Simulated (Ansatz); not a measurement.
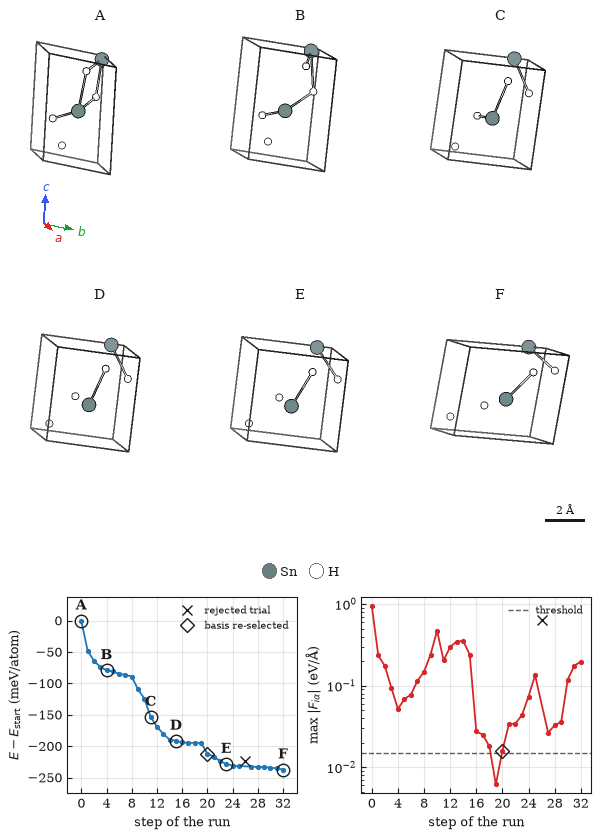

Frames of a relaxation of crystalline SnH2 (built on the cadmium chloride_166 type) (coarse preliminary run), marked on the history of the run. A ball-and-stick model of the cell of the calculation, reduced to other axes, seen slightly off an axis. Lengths and directions refer to the drawn axes.

Method: Ansatz, DFT PBE, scalar-relativistic, plane waves, PAW.

Input
```yaml
crystal:
  lattice:
    - [-2.63899478, -0.0181617924, -2.6615260623]
    - [-2.642909952, -2.7026997292, -0.0142466204]
    - [-5.1261787195, 2.5573051651, 2.5278770142]
  atoms:
    - { symbol: Sn, position: [0.5521195255, 0.483432864, 0.4784204923] }
    - { symbol: Sn, position: [0.9892890545, 0.9701733594, 0.0336950942] }
    - { symbol: H, position: [0.9056368924, 0.8765352906, 0.3786672135] }
    - { symbol: H, position: [0.3317444233, 0.4089365112, 0.8850214645] }
    - { symbol: H, position: [0.623004172, 0.6066156791, 0.1111530559] }
    - { symbol: H, position: [0.0982059323, 0.1543062957, 0.6130426795] }
basis:
  ecutwfc: 420
kpoints:
  mp_grid: { grid: [8, 8, 8] }
hamiltonian:
  xc: pbe
scf:
  occupations: { method: gaussian, width: 0.1 }
output:
  forces: true
  stress: true
  eigenvalues: true
relax:
  adjacent_minimum: "off"
  f_tol: 0.015
  max_steps: 120
  cell: { stress_tol: 0.15 }
```

Launched with:
```bash
ansatz run input.yaml --threads 1 --pin off --max-ram 2560MiB --backend cpu --events-out ev --progress --plain --runs-dir out
```

### What happens along the run?

The run was cut off at its time limit before the relaxation converged, so the last structure is only a point on the way. H4 moves most relative to the cell: 1.60 Å roughly along [1 −3 1]. By element the largest moves are H 1.60 Å, Sn 0.94 Å. The drawn cell changes as follows: a 3.748 → 4.762 Å (+27.1 %), b 3.770 → 5.489 Å (+45.6 %), c 6.262 → 5.917 Å (−5.5 %), α 89.6° → 75.0°, β 73.3° → 56.2°, γ 60.4° → 56.8°; the volume changes by +47.7 %. Some distances before and after: Sn2–H5 2.210 → 4.466 Å, Sn1–H3 2.288 → 4.512 Å, Sn2–H4 2.171 → 3.708 Å, Sn1–H3 (another image) 2.307 → 3.809 Å. Bonds break: Sn1–H6 (2.08 → 3.15 Å). The space group stays P1 (No. 1). After 30 accepted moves (32 points after the start) the energy has fallen by 237 meV per atom. Largest force component: 0.95 eV/Å at the start, 0.2 eV/Å at the end. The pressure goes from 4.54 to −0.31 GPa. The line search rejected the trial step at point 26 of the run. At 1 point the geometry stayed and the basis and grid were re-selected for the new cell (energy shift of 17.2 meV per atom at most each time). From step 0 to 4: Sn atoms move most (0.39 Å), volume +15.2 %, energy −79.1 meV per atom. From step 4 to 11: H4 moves most (0.89 Å), volume +2.8 %, energy −74.4 meV per atom. From step 11 to 15: H4 moves most (0.36 Å), volume +12.4 %, energy −38.0 meV per atom. From step 15 to 23: H atoms move most (0.11 Å), volume +9.7 %, energy −36.9 meV per atom. From step 23 to 32: H6 moves most (0.61 Å), volume +1.2 %, energy −8.9 meV per atom.

```
step  E − E(0), meV/atom  largest force component, eV/Å  pressure, GPa  volume, Å³/atom                      note
   0                0.00                         0.9549           4.54           12.112                          
   1              -47.81                         0.2345           1.20           12.650                          
   2              -63.89                         0.1745          -0.90           13.540                          
   3              -73.75                         0.0944           0.50           13.628                          
   4              -79.08                         0.0520           0.14           13.953                          
   5              -81.10                         0.0685           0.02           14.138                          
   6              -84.83                         0.0779          -0.03           14.147                          
   7              -86.58                         0.1150           0.06           14.131                          
   8              -89.10                         0.1478           0.01           14.168                          
   9             -109.69                         0.2408           0.12           14.307                          
  10             -124.23                         0.4708          -0.60           14.311                          
  11             -153.44                         0.2040           1.05           14.340                          
  12             -169.07                         0.2984           1.13           14.674                          
  13             -180.48                         0.3476           0.00           15.353                          
  15             -191.44                         0.2397          -0.36           16.120                          
  16             -194.15                         0.0276           0.05           15.862                          
  17             -194.59                         0.0251          -0.01           15.891                          
  18             -194.69                         0.0181          -0.05           15.873                          
  19             -194.74                         0.0062          -0.02           15.851                          
  20             -211.92                         0.0160           1.15           15.851  same geometry, new basis
  22             -223.62                         0.0344           0.67           17.095                          
  23             -228.30                         0.0439           0.30           17.678                          
  24             -230.90                         0.0737           0.00           18.178                          
  25             -231.68                         0.1343           0.33           18.264                          
  26             -224.00                         0.6356          -0.44           18.456                  rejected
  27             -232.62                         0.0265          -0.01           18.430                          
  29             -233.36                         0.0360          -0.10           18.358                          
  30             -234.09                         0.1190           0.03           18.218                          
  31             -235.55                         0.1751          -0.08           18.111                          
  32             -237.19                         0.1977          -0.31           17.894
```
